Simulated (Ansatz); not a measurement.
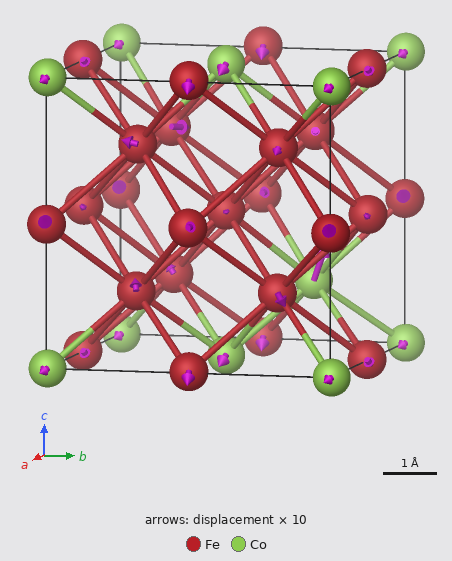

This is a relaxation of a crystal of Fe₁₃Co₃ (a generated structure, set up in P1) (coarse preliminary run). The starting structure is drawn; purple arrows show the displacements (the part carried along by the change of the cell is left out), 10 times their true length.

A ball-and-stick model of the cell of the calculation, seen slightly off an axis.

Case: Co and Fe exchanged on 1 pairs of sites drawn at random in a supercell of the crystal.

Level of theory: DFT PBEsol, scalar-relativistic, plane waves, PAW in Ansatz. Set-up: plane-wave cutoff 420 eV; k-point mesh 3 × 3 × 3; occupations gaussian; smearing width 0.1 eV; collinear spin; cell and atoms relaxed; force threshold 0.04 eV/Å; at most 50 steps.

Question: Atoms of which element are displaced furthest, and by how much?

Answer: Cobalt: up to 0.081 Å, against 0.054 Å for iron.

Question: What happened in the run?

Answer: Over 2 accepted moves (3 points after the start) the energy falls by 0.123 eV per cell of the calculation. Largest force component: 0.89 eV/Å at the start, 0.013 eV/Å at the end. The pressure goes from −1.03 to 0.01 GPa. The SCF was repeated once at an unchanged geometry on a basis and grid sized afresh for the cell, which shifted the energy by 0.7 meV per cell of the calculation at most. A Co atom moves most relative to the cell: 0.081 Å roughly along [1 1 3]. Largest moves by element: Co 0.081 Å, Fe 0.054 Å. Cell: a 5.601 → 5.591 Å (−0.2 %), b 5.601 → 5.587 Å (−0.3 %), c 5.595 → 5.584 Å (−0.2 %). Volume −0.6 %. Near-neighbour distances that change, for instance: Co–Fe 2.501 → 2.417 Å, Co–Co 2.353 → 2.428 Å, Fe–Fe 2.492 → 2.421 Å, Co–Fe 2.473 → 2.406 Å. The space group (tolerance 0.01 Å) goes from P1 (No. 1) to Cmm2 (No. 35).

Limits of the set-up: the k-point mesh is coarse for a cell with partly filled bands.
